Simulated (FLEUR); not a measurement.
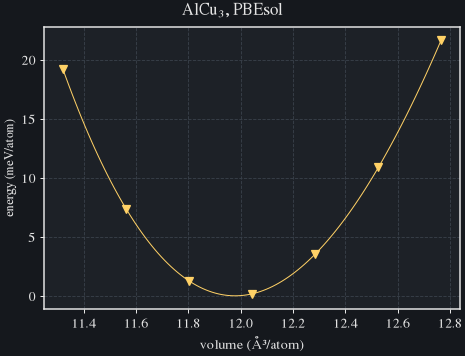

Plotted: energy against volume for AlCu₃, space group Fm-3m (No. 225).

Structure:
```yaml
crystal:
  lattice:
    - [0.00000, 2.88801, 2.88801]
    - [2.88801, 0.00000, 2.88801]
    - [2.88801, 2.88801, 0.00000]
  atoms:
    - { symbol: Cu, position: [0.75000, 0.75000, 0.75000] }
    - { symbol: Cu, position: [0.25000, 0.25000, 0.25000] }
    - { symbol: Cu, position: [0.50000, 0.50000, 0.50000] }
    - { symbol: Al, position: [0.00000, 0.00000, 0.00000] }
```

Method: all-electron LAPW DFT, no spin polarisation; energies at scaled volumes of the given cell, shape and fractions fixed, counted from the fit's minimum, third-order Birch-Murnaghan fit (FLEUR MaX-R8.1 (later development tree)). Level: PBEsol.

```csv
setting,value
k mesh,8×8×8
occupations,Fermi–Dirac
smearing width,0.05 eV
potentials,all electron
program settings,"basis FLAPW, kmax 4.62 1/bohr"
```

What equilibrium volume and bulk modulus follow from the curve?

A third-order Birch–Murnaghan fit gives V0 = 11.98 Å³/atom, B0 = 152 GPa and B′ = 5.0.
